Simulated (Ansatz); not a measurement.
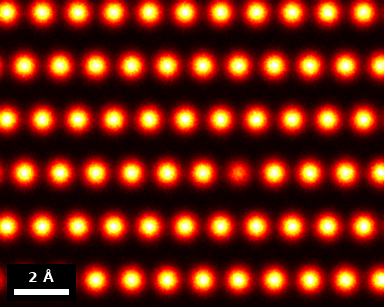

Dark-field STEM-like image of Ta (Pm-3m, No. 221) along [221]. Simulation: incoherent imaging, intensity Z^1.8 per atom, probe width 0.67 Å, thin sample. Shot noise was added.

The sample is 2 repeats (16.6 Å) thick. One point defect was put into the perfect crystal, without relaxing the atoms around it. Brightness is counted from the darkest point of the image. Host structure: the input geometry of a calculation; the starting structure was generated, so it need not be a known form of this composition.

**Where is the defect (in Å from the left and the top edge), and what does its contrast suggest?**

At about 9 Å from the left and 6 Å from the top. The column is dimmer, which points to a vacancy or a lighter atom. The column holds 2 atoms (Ta) through the sample, and one Ta atom is replaced by V, so its peak drops to about 55 % of that of its equals.
